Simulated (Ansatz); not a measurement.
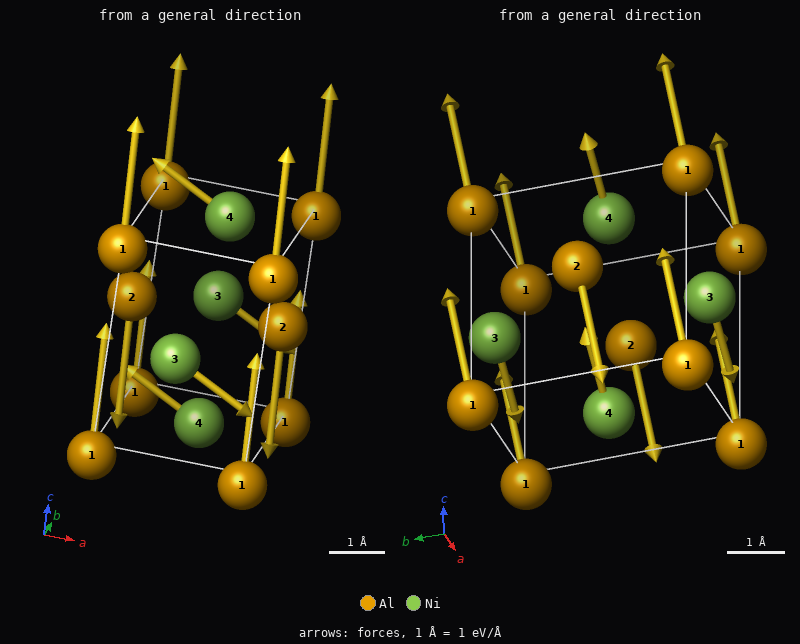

An orthographic spheres-only view of the structure, from two general directions. The edges of the simulation cell are marked. The arrows are the computed forces on the atoms.

System: AlNi. The calculation used Ansatz, DFT PBEsol, scalar-relativistic, plane waves, PAW, with a basis cut at 420 eV, the zone sampled with 12×8×8 points, Gaussian smearing of 0.15 eV, no spin polarisation (a spin-restricted run, not always the ground state).

### Are the forces small enough to call this converged?

No. The atoms still feel forces of up to about 2.1 eV/Å, far above a usual threshold of 0.01 to 0.03 eV/Å.

### Which atom is furthest from force balance?

Al1 and Al2, about 2.1 eV/Å.

### How big are the forces on each element on average?

Mean magnitudes: about Al 2.1 eV/Å, Ni 1.4 eV/Å.

Origin of the cell: a structure listed in the Materials Project. The cell was then strained or its atoms displaced on purpose. A calculation with Ansatz used it as input.
